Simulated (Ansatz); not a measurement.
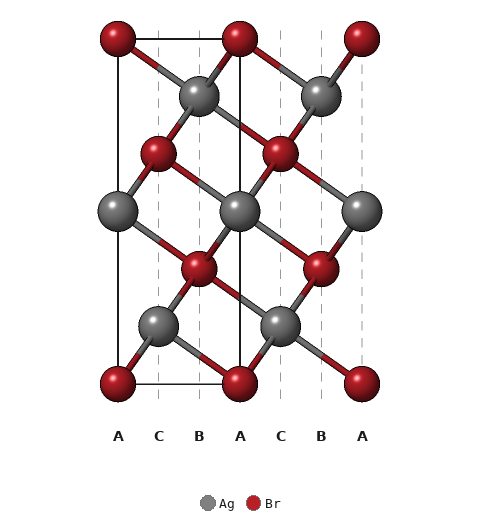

The picture looks along a close-packed row of the hexagonal mesh; [111] points upwards. The dashed lines mark the three columns A (0, 0), B (1/3, 2/3) and C (2/3, 1/3). The box is the hexagonal cell of the face-centred cubic lattice. The sequence starts with the first layer at or above the cell's origin.

AgBr. Coordinates: the end point of a relaxation with DFT, PAW plane waves, pbe (Ansatz).

> List the layers of one repeat.

Br(A) – Ag(C) – Br(B) – Ag(A) – Br(C) – Ag(B) (six layers in 10.09 Å).

> How are the Br layers alone stacked?

Br layers alone: ABC, the cubic close-packed type.

> Which positions between or in the Br layers do the other atoms fill?

Ag: three octahedral sites in each hexagonal cell.

Heights of the layers:

| layer | atoms (column) | height (Å) | to next (Å) |
| --- | --- | --- | --- |
| 1 | Br(A) | 0.00 | 1.68 |
| 2 | Ag(C) | 1.68 | 1.68 |
| 3 | Br(B) | 3.36 | 1.68 |
| 4 | Ag(A) | 5.05 | 1.68 |
| 5 | Br(C) | 6.73 | 1.68 |
| 6 | Ag(B) | 8.41 | 1.68 |
